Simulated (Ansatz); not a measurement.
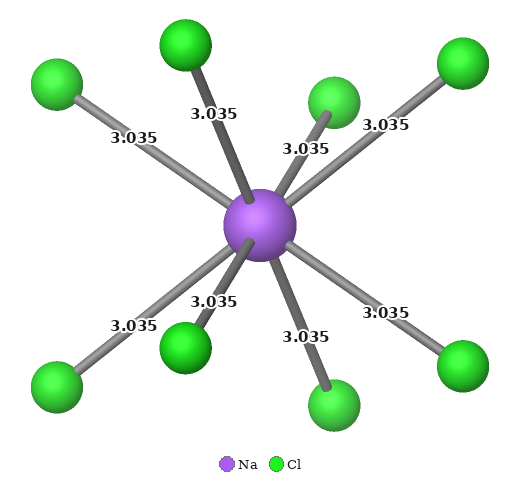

The surroundings of site Na1 (at 0.000, 0.000, 0.000) in NaCl (Pm-3m), with bond lengths in Å.

Source of the atomic positions: the input geometry of an electronic-structure calculation (not necessarily at equilibrium).

```
Na Cl
1.0
     3.50500    0.00000    0.00000
     0.00000    3.50500    0.00000
     0.00000    0.00000    3.50500
Na Cl
1 1
Direct
  0.00000 0.00000 0.00000
  0.50000 0.50000 0.50000
```

Bond valence s = exp((R0 − d)/b), R0 fitted to published crystal structures with b = 0.37 Å; R0 in Å: Na+–Cl 2.166.

Question: Calculate the bond-valence sum of Na1 from the bonds drawn.

Answer: 8 × 0.095 = 0.76 v.u., against a formal valence of 1: underbonded (bonds long for this ion) by 0.24.

Question: And over the whole structure?

Answer:
```
site              x, y, z  formal valence  bond-valence sum  difference
 Na1  0.000, 0.000, 0.000              +1              0.76       -0.24
 Cl1  0.500, 0.500, 0.500              −1              0.76       -0.24
```

These sums include all anions within 5 Å. The global instability index (root mean square of the differences over all atoms) is 0.24 v.u.: above 0.2, which by the usual rule of thumb marks a strained structure. The cell was not relaxed for this table, and a volume that is off by a few per cent shifts all sums together.
